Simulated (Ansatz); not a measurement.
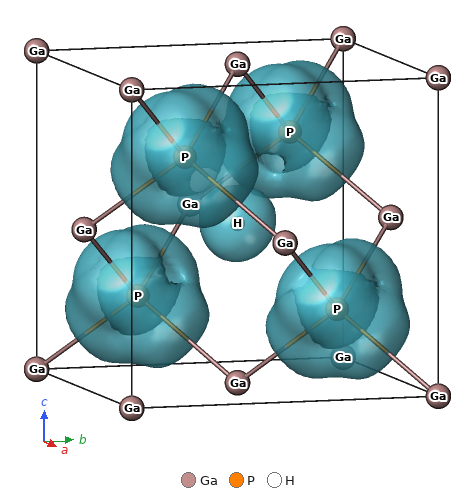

Figure. Ga$_{4}$P$_{4}$H (distorted or defective cell). Isosurface of the electron localisation function at 0.7 (cyan), seen slightly off an axis. Only the valence region is drawn (cores and ρ < 0.01 e/Å³ removed). Sticks mark near contacts.

Spin-polarised.

Level of theory: DFT PBE, scalar-relativistic, plane waves, PAW (Ansatz 0.2.0).

In a PAW calculation such maps are meaningful between the atoms, not at the nuclei.

```
Ga P H
1.0
     0.00000   -5.50512    0.00000
     0.00000    0.00000    5.50512
    -5.50512    0.00000    0.00000
Ga P H
4 4 1
Direct
  0.00000 0.50000 0.50000
  0.50000 0.50000 0.00000
  0.00000 0.00000 0.00000
  0.50000 0.00000 0.50000
  0.25194 0.25194 0.25194
  0.74806 0.25194 0.74806
  0.25194 0.74806 0.74806
  0.74806 0.74806 0.25194
  0.50000 0.50000 0.50000
```

### What do the ELF domains correspond to?

The ELF exceeds this value in one region around a hydrogen nucleus and four regions on P in which the atom's valence shell and bonds are merged, counted in one cell of 9 atoms. Any copies at cell faces, edges or corners count once. Along the contacts the grid gives the following. P–H (2.37 Å): the ELF climbs to about 1 towards the hydrogen, as it does in any bond to H. Ga–P (2.38 Å): the ELF peaks at about 0.90 in the valence shell of P, 0.9 Å from its nucleus, and is about 0.75 at the midpoint.

### Does the calculation give a band gap?

It is metallic or semimetallic at this level of theory: no gap opens.
